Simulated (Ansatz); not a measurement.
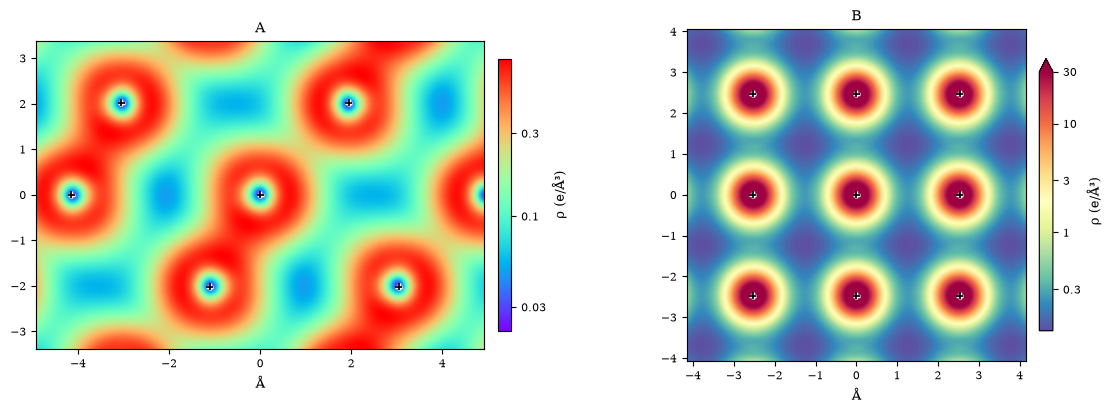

The valence pseudo-density of 2 systems, each on a plane through atoms (crosses mark nuclei in the plane).

The calculation used DFT PBEsol, scalar-relativistic, plane waves, PAW (Ansatz).

System 1: P, the (110) plane of the conventional cell. Space group R-3m; a structure from a database of computed crystals, not necessarily the ambient phase; not relaxed (largest force 0.4 eV/Å); computed pressure about −3 GPa in this cell.

```
P
1.0
     3.49874    0.00000    0.00000
    -1.74937    3.02999    0.00000
     0.00000    0.00000    9.13697
P
6
Direct
  0.00000 0.00000 0.22708
  0.66667 0.33333 0.56041
  0.33333 0.66667 0.89375
  0.66667 0.33333 0.10625
  0.33333 0.66667 0.43959
  0.00000 0.00000 0.77292
```

System 2: Cu, the (010) plane of the conventional cell. Space group Cmcm; a structure from a database of computed crystals, not necessarily the ambient phase; changed on purpose from its base cell (strain +0.040 along x and y, +0.000 along z, atoms carried along); computed pressure about −10 GPa in this cell; computed without spin polarisation.

```cif
data_structure
_symmetry_space_group_name_H-M 'P 1'
_symmetry_Int_Tables_number 1
_cell_length_a 2.5344
_cell_length_b 8.2709
_cell_length_c 2.4755
_cell_angle_alpha 90.000
_cell_angle_beta 90.000
_cell_angle_gamma 90.000
_cell_volume 51.89
loop_
_atom_site_label
_atom_site_type_symbol
_atom_site_fract_x
_atom_site_fract_y
_atom_site_fract_z
_atom_site_occupancy
Cu1 Cu 0.00000 0.86613 0.75000 1
Cu2 Cu 0.50000 0.36613 0.75000 1
Cu3 Cu 0.00000 0.13387 0.25000 1
Cu4 Cu 0.50000 0.63387 0.25000 1
```

> Which map belongs to which system?

Panel A is system 1, P: the plane holds P. P–P (2.30 Å): the density is about 0.67 e/Å³ at the midpoint. Panel B is system 2, Cu: the plane holds Cu. Cu–Cu (2.48 Å): the density is about 0.31 e/Å³ at the midpoint.
